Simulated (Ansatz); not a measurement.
# Run report: Sn, phonon calculation (part 2 of 2)

Sn (1 atom in the cell); DFT, LDA, plane waves, PAW, no spin polarisation (Ansatz 0.2.0); cutoff 420 eV, 14×14×14 k-mesh, Fermi–Dirac smearing of 0.1 eV. The structure derives from a Materials Project entry. It belongs to a series of runs on one base structure; here: displacement of 0.03 Å, PAW files.

Geometry of the input (Å; fractional positions):
```
-1.7347  1.7342  2.1413
1.7347  -1.7342  2.1413
1.7347  1.7342  -2.1413
Sn 0.0000  0.0000  0.0000
```

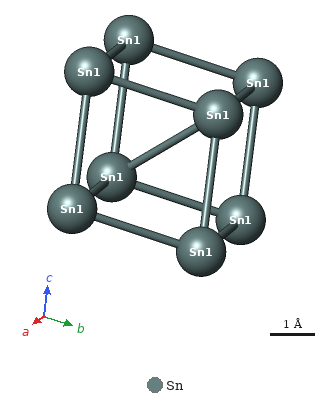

*The structure as given in the input (ball-and-stick view of the reduced cell, seen slightly off an axis; atoms are numbered from 1 in the order of the input).*

Log, continued
```
SCF iter   1: F=—  HF=-11759.004362 eV  |F-HF|=—  |Δ(HF+E_count)|=         —  Δρ=4.97e-4  dr2=1.64e-4  ethr=6.37e-7  ⟨swp⟩=2.0  Hψ=90761  notcnv=0  defer=11
preconditioner: auto → Kerker (q_TF=auto, 2.465 Å⁻¹)  [metal: Δε(μ)=0.011 eV  Ē_g=20.927 eV  σ=0.100 eV  W_gap=0.03  n_scr=16 (ndim 8)  ℏωp=27.4 eV  f_vac=0.000  D(μ)=0.88/eV (n_scr^D=2)]
SCF iter   2: F=—  HF=-11759.004331 eV  |F-HF|=—  |Δ(HF+E_count)|=   3.15e-5  Δρ=2.96e-4  dr2=6.42e-5  ethr=5.86e-7  ⟨swp⟩=1.0  Hψ=12955  notcnv=0  defer=11
SCF iter   3: F=—  HF=-11759.004315 eV  |F-HF|=—  |Δ(HF+E_count)|=   1.61e-5  Δρ=5.03e-5  dr2=3.59e-6  ethr=2.29e-7  ⟨swp⟩=2.5  Hψ=22756  notcnv=0  defer=11
SCF iter   4: F=—  HF=-11759.004314 eV  |F-HF|=—  |Δ(HF+E_count)|=   7.83e-7  Δρ=1.62e-5  dr2=3.88e-7  ethr=1.28e-8  ⟨swp⟩=1.8  Hψ=13777  notcnv=0  defer=11
SCF iter   5: F=—  HF=-11759.004314 eV  |F-HF|=—  |Δ(HF+E_count)|=   3.03e-7  Δρ=4.65e-6  dr2=1.58e-8  ethr=1.39e-9  ⟨swp⟩=3.0  Hψ=23231  notcnv=0  defer=11
SCF iter   6: F=—  HF=-11759.004314 eV  |F-HF|=—  |Δ(HF+E_count)|=   2.24e-9  Δρ=1.06e-6  dr2=8.16e-10  ethr=5.65e-11  ⟨swp⟩=2.0  Hψ=14359  notcnv=0  defer=11
SCF iter   7: F=-11759.004314 eV  HF=-11759.004314 eV  |F-HF|=4.91e-11  |Δ(HF+E_count)|=  7.09e-11  Δρ=3.13e-7  dr2=5.33e-11  ethr=1.00e-12  ⟨swp⟩=5.0  Hψ=47673  notcnv=0
SCF 9 converged in 7 iterations: F = -11759.004314 eV  dr2 = 5.33e-11
Basis set: ecut = 420 eV, 995 PW (Γ), FFT grids on a1, a2, −a1+a2+a3
Symmetry: 16 space group operations
k-points: 256 of 1372
SCF iter   1: F=—  HF=-11759.004622 eV  |F-HF|=—  |Δ(HF+E_count)|=         —  Δρ=1.05e-6  dr2=5.36e-10  ethr=3.57e-11  ⟨swp⟩=4.7  Hψ=21275  notcnv=0
preconditioner: auto → Kerker (q_TF=auto, 2.465 Å⁻¹)  [metal: Δε(μ)=0.068 eV  Ē_g=21.785 eV  σ=0.100 eV  W_gap=0.16  n_scr=14 (ndim 8)  ℏωp=27.4 eV  f_vac=0.000  D(μ)=0.88/eV (n_scr^D=2)]
SCF iter   2: F=-11759.004622 eV  HF=-11759.004622 eV  |F-HF|=8.73e-11  |Δ(HF+E_count)|=  3.62e-10  Δρ=3.66e-7  dr2=8.95e-11  ethr=1.91e-12  ⟨swp⟩=4.0  Hψ=14438  notcnv=0
SCF 10 converged in 2 iterations: F = -11759.004622 eV  dr2 = 8.95e-11
Symmetry: 4 space group operations
k-points: 256 of 1372 (time reversal used)
iter 1 solved again at ethr=5.90e-7 eV; its pass at ethr=3.10e-3 eV (dr2=1.65e-4 eV) is discarded
SCF iter   1: F=—  HF=-11759.004306 eV  |F-HF|=—  |Δ(HF+E_count)|=         —  Δρ=5.15e-4  dr2=1.38e-4  ethr=5.90e-7  ⟨swp⟩=2.0  Hψ=35008  notcnv=0  defer=41
preconditioner: auto → Kerker (q_TF=auto, 2.465 Å⁻¹)  [metal: Δε(μ)=0.003 eV  Ē_g=21.786 eV  σ=0.100 eV  W_gap=0.01  n_scr=14 (ndim 8)  ℏωp=27.4 eV  f_vac=0.000  D(μ)=0.88/eV (n_scr^D=2)]
SCF iter   2: F=—  HF=-11759.004282 eV  |F-HF|=—  |Δ(HF+E_count)|=   2.35e-5  Δρ=3.21e-4  dr2=5.66e-5  ethr=4.92e-7  ⟨swp⟩=1.0  Hψ=4976  notcnv=0  defer=41
SCF iter   3: F=—  HF=-11759.004268 eV  |F-HF|=—  |Δ(HF+E_count)|=   1.42e-5  Δρ=4.80e-5  dr2=2.17e-6  ethr=2.02e-7  ⟨swp⟩=2.1  Hψ=8556  notcnv=0  defer=41
SCF iter   4: F=—  HF=-11759.004267 eV  |F-HF|=—  |Δ(HF+E_count)|=   6.02e-7  Δρ=1.37e-5  dr2=1.72e-7  ethr=7.74e-9  ⟨swp⟩=1.5  Hψ=5381  notcnv=0  defer=41
SCF iter   5: F=—  HF=-11759.004267 eV  |F-HF|=—  |Δ(HF+E_count)|=   3.95e-8  Δρ=3.90e-6  dr2=5.62e-9  ethr=6.16e-10  ⟨swp⟩=2.2  Hψ=8374  notcnv=0  defer=41
SCF iter   6: F=—  HF=-11759.004267 eV  |F-HF|=—  |Δ(HF+E_count)|=  4.20e-10  Δρ=8.23e-7  dr2=3.72e-10  ethr=2.01e-11  ⟨swp⟩=2.3  Hψ=8676  notcnv=0  defer=41
SCF iter   7: F=-11759.004267 eV  HF=-11759.004267 eV  |F-HF|=9.09e-12  |Δ(HF+E_count)|=  5.09e-11  Δρ=2.06e-7  dr2=1.70e-11  ethr=1.00e-12  ⟨swp⟩=4.9  Hψ=17345  notcnv=0
SCF 11 converged in 7 iterations: F = -11759.004267 eV  dr2 = 1.70e-11
k-points: 400 of 1372 (time reversal used)
iter 1 solved again at ethr=6.30e-7 eV; its pass at ethr=3.10e-3 eV (dr2=1.76e-4 eV) is discarded
SCF iter   1: F=—  HF=-11759.003833 eV  |F-HF|=—  |Δ(HF+E_count)|=         —  Δρ=5.27e-4  dr2=1.44e-4  ethr=6.30e-7  ⟨swp⟩=2.0  Hψ=54759  notcnv=0  defer=32
preconditioner: auto → Kerker (q_TF=auto, 2.465 Å⁻¹)  [metal: Δε(μ)=0.022 eV  Ē_g=21.785 eV  σ=0.100 eV  W_gap=0.06  n_scr=14 (ndim 8)  ℏωp=27.4 eV  f_vac=0.000  D(μ)=0.88/eV (n_scr^D=2)]
SCF iter   2: F=—  HF=-11759.003807 eV  |F-HF|=—  |Δ(HF+E_count)|=   2.60e-5  Δρ=3.25e-4  dr2=5.90e-5  ethr=5.13e-7  ⟨swp⟩=1.0  Hψ=7785  notcnv=0  defer=32
SCF iter   3: F=—  HF=-11759.003792 eV  |F-HF|=—  |Δ(HF+E_count)|=   1.49e-5  Δρ=5.06e-5  dr2=2.85e-6  ethr=2.11e-7  ⟨swp⟩=2.0  Hψ=13375  notcnv=0  defer=32
SCF iter   4: F=—  HF=-11759.003792 eV  |F-HF|=—  |Δ(HF+E_count)|=   6.92e-8  Δρ=1.44e-5  dr2=2.15e-7  ethr=1.02e-8  ⟨swp⟩=1.8  Hψ=8395  notcnv=0  defer=32
SCF iter   5: F=—  HF=-11759.003792 eV  |F-HF|=—  |Δ(HF+E_count)|=   5.44e-8  Δρ=4.03e-6  dr2=6.40e-9  ethr=7.69e-10  ⟨swp⟩=2.4  Hψ=13287  notcnv=0  defer=32
SCF iter   6: F=—  HF=-11759.003792 eV  |F-HF|=—  |Δ(HF+E_count)|=  7.28e-11  Δρ=8.25e-7  dr2=4.00e-10  ethr=2.29e-11  ⟨swp⟩=2.5  Hψ=13568  notcnv=0  defer=32
SCF iter   7: F=-11759.003792 eV  HF=-11759.003792 eV  |F-HF|=2.00e-11  |Δ(HF+E_count)|=  7.82e-11  Δρ=2.30e-7  dr2=2.65e-11  ethr=1.00e-12  ⟨swp⟩=5.0  Hψ=27341  notcnv=0
SCF 12 converged in 7 iterations: F = -11759.003792 eV  dr2 = 2.65e-11
SCF converged after 2 iterations
Free energy (F): -11759.004622 eV
Harris-Foulkes:  -11759.004622 eV  (|F-HF|=8.73e-11)
Internal energy: -11758.974827 eV  (E = F + TS)
E sigma→0 (E₀):  -11758.989725 eV
Entropy (-TS):   -0.029794 eV (-14.897 meV/atom)
Fermi energy:    11.372484 eV
--- Per-component energies (eV) ---
  E_band       = -147.719206
  E_kinetic    = 375.880863
  E_local      = -1583.514412  (includes V_loc(G=0)·N_el)
  E_nonlocal   = -56.690589
  E_hartree    = 1010.096815
  E_xc         = -759.802131
  E_vxc        = -199.156551  (∫ρ·V_xc dr)
  E_paw        = -7986.148756  (= ΣΔE_a)
  E_vpaw       = -704.432727  (= ΣTr[D̂ρ^β])
  E_aug_tail   = -0.000001  (compensation charges beyond the density's cutoff)
  E_ewald      = -2759.646412
  E_core_change = 0.849796  (= ΣΔE_core)
  E_smearing   = -0.029794  (= −TS)
  E_closure    = -0.000000  (closes the sum)
  Σ components = -11759.004622   (vs F -11759.004622, Δ=0.00e0)
--- Forces (eV/Å), atoms counted from 1 ---
  atom   1  Sn     0.00000000     0.00000000     0.00000000
  atom   2  Sn    -0.00000000    -0.00000000     0.00000000
  max |Σ_I F_I| component: 2.52e-29 eV/Å
--- Band table (eV; the first three rows and the last of 372) ---
  k-point 0: bands = ["-10.2207", "-10.1427", "-10.1341", "-10.1339", "-10.0691", "-10.0440", "-9.9670", "-9.9431", "-9.9324", "-9.8689", "-0.1926", "5.7499", "7.1456", "13.7780", "14.6512", "17.8363", "18.0436", "19.2654", "19.5488", "19.5544"]
  k-point 1: bands = ["-10.2164", "-10.1383", "-10.1369", "-10.1213", "-10.0692", "-10.0392", "-9.9680", "-9.9482", "-9.9356", "-9.8825", "-0.0589", "4.5789", "8.5547", "13.9380", "14.7952", "17.9488", "18.1391", "18.6284", "18.9722", "19.0100"]
  k-point 2: bands = ["-10.2044", "-10.1504", "-10.1212", "-10.0856", "-10.0721", "-10.0255", "-9.9688", "-9.9626", "-9.9442", "-9.9203", "0.3429", "3.1534", "10.6825", "14.4113", "15.2211", "17.4111", "17.4708", "17.9306", "18.2978", "18.4268"]
  k-point 371: bands = ["-10.1007", "-10.0984", "-10.0979", "-10.0952", "-10.0428", "-10.0211", "-9.9743", "-9.9722", "-9.8801", "-9.8761", "6.5385", "7.0371", "8.4460", "9.4005", "9.8703", "10.8477", "11.6173", "12.1326", "20.4742", "21.2317"]
--- Phonons: 8 displaced members + 4 references (amplitude of the first 0.03 Å, Σ member SCF iterations 56) ---
  ASR residual: 4.340e-5 → 0.000e0 eV/Å²; symmetrization residual: 3.179e-4 eV/Å²
  largest component of a force at the reference: 1.3e-29 eV/Å
  ASR residual per site (eV/Å²): 4.34e-5
  Γ frequencies (cm⁻¹): 0.00 0.00 0.00
--- Phonons (by wavevector): 5 wavevectors in 4 supercells ---
  supercell 1 (2 cells, vectors [1, 0, 0], [0, 1, 0], [0, 0, 2] in multiples of the cell's): 2 displaced members by 0.03 Å; free energy -11759.004622 eV; taken off its force constants: by the sum rule 3.2e-5, by the symmetrisation 3.2e-4 eV/Å²
  symmetry images taken by strict's conditions (phonons.symmetry_images: auto; settled by no image being taken that strict refuses)
  supercell 2 (2 cells, vectors [1, 0, 0], [0, 2, 0], [0, 0, 1] in multiples of the cell's): 2 displaced members by 0.03 Å; free energy -11759.004622 eV; taken off its force constants: by the sum rule 9.6e-6, by the symmetrisation 1.1e-4 eV/Å²; Γ matrix within 0.0e0 eV/Å² of supercell 1's
  symmetry images taken by strict's conditions (phonons.symmetry_images: auto; settled by no image being taken that strict refuses)
  supercell 3 (2 cells, vectors [1, 0, 0], [1, 1, 1], [0, 0, 2] in multiples of the cell's): 2 displaced members by 0.03 Å; free energy -11759.004622 eV; taken off its force constants: by the sum rule 9.5e-6, by the symmetrisation 1.1e-4 eV/Å²; Γ matrix within 0.0e0 eV/Å² of supercell 1's
  symmetry images taken by strict's conditions (phonons.symmetry_images: auto; settled by no image being taken that strict refuses)
  supercell 4 (2 cells, vectors [0, 1, 1], [-1, 0, -1], [0, 0, 2] in multiples of the cell's): 2 displaced members by 0.03 Å; free energy -11759.004622 eV; taken off its force constants: by the sum rule 4.3e-5, by the symmetrisation 4.4e-16 eV/Å²; Γ matrix within 0.0e0 eV/Å² of supercell 1's
  symmetry images taken by strict's conditions (phonons.symmetry_images: auto; settled by no image being taken that strict refuses)
  q = [0.0000, 0.0000, 0.0000] (star 1, supercell 1; hermiticity 0.00e0, symmetrization 0.00e0): 0.00 0.00 0.00
  q = [0.0000, 0.0000, -0.5000] (star 2, supercell 1; hermiticity 2.45e-16, symmetrization 0.00e0): -10.44 27.11 99.56
  q = [0.0000, -0.5000, 0.0000] (star 2, supercell 2; hermiticity 2.45e-16, symmetrization 3.88e-16): 18.92 35.42 102.05
  q = [0.0000, -0.5000, -0.5000] (star 2, supercell 3; hermiticity 2.45e-16, symmetrization 0.00e0): 19.05 35.53 102.09
  q = [-0.5000, -0.5000, -0.5000] (star 1, supercell 4; hermiticity 2.45e-16, symmetrization 0.00e0): 60.12 60.18 115.32
  joined force constants: q→R imaginary residual 0.00e0
  density of states and harmonic sums: on the 24×24×26 q-mesh, interpolated from the force constants of a 2×2×2 supercell (no non-analytic term)
  largest difference from the sums on the solved wave vectors: F 1.47e-1 eV, S 1.99e-4 and C_V 5.25e-5 eV/K
  zero-point energy: 0.010100 eV/cell   skipped modes (ω ≤ 0): 117, of them read as no rigid motion or as one in doubt: 114 (1.549e-2 modes/cell left out, lowest -10.44 cm⁻¹)   left out of the sums: 5.23e-3 of the cell's modes: C_V's classical limit lies that fraction below 3 k_B per atom; for a crystal, a wire or a layer, F and S can be off by more, and a phonons.interpolated_qmesh denser along its periods is the remedy for the sampling
```

File phthermo.tsv
```
# format = ansatz-phthermo/1
# interpolated_qmesh = 24 24 26
# force_constants_supercell = 2 2 2
# non_analytic_term = not included (the non-analytic LO-TO correction is not applied to the interpolated dynamical matrix; polar crystals: no LO-TO splitting at GAMMA, and LO and other optical branches, acoustic branches and sound speeds, and with them the density of states and the thermodynamics, can be off between the wave vectors that the force constants were sampled on, most near GAMMA; a larger extent of the force constants narrows that region and is not shown to mend the acoustic slopes)
# zero_point_energy_ev = 1.0100225205e-2
# n_skipped_modes = 117
# share_of_modes_left_out = 5.2305911681e-3
# vibrations_at_or_below_zero_n_entries = 114
# vibrations_at_or_below_zero_modes_per_cell = 1.5491452991e-2
# vibrations_at_or_below_zero_lowest_omega_inv_cm = -10.436
# rigid_motions_known_by = geometry
# t_k	f_vib_ev	s_ev_per_k	c_v_ev_per_k
0.0000	1.0100225205e-2	0.0000000000e0	0.0000000000e0
100.0000	-9.6260846658e-3	3.6974394853e-4	2.4155479855e-4
200.0000	-5.6136906624e-2	5.4199887599e-4	2.5306767804e-4
300.0000	-1.1583321511e-1	6.4512718228e-4	2.5532837991e-4
400.0000	-1.8419915976e-1	7.1870671056e-4	2.5612970526e-4
500.0000	-2.5903533235e-1	7.7590504622e-4	2.5650239797e-4
600.0000	-3.3903585052e-1	8.2269057855e-4	2.5670532662e-4
700.0000	-4.2333463825e-1	8.6227180555e-4	2.5682784937e-4
800.0000	-5.1131489345e-1	8.9657193533e-4	2.5690743714e-4
900.0000	-6.0251486414e-1	9.2683461422e-4	2.5696203221e-4
1000.0000	-6.9657584868e-1	9.5391039659e-4	2.5700109870e-4
```

Key numbers

- outcome: converged
- space group (tolerance 0.01 Å): I4/mmm (139)
- electrons treated: 28
- free energy: −11759.0046 eV
- Fermi energy: 11.372 eV
- largest force (length of the vector): under 0.001 eV/Å
- wall time: 3.2 min (CPU time 6.3 min)
- peak memory: 1 GiB

Settings chosen away from the usual ones: displacement of 0.03 A, PAW files.
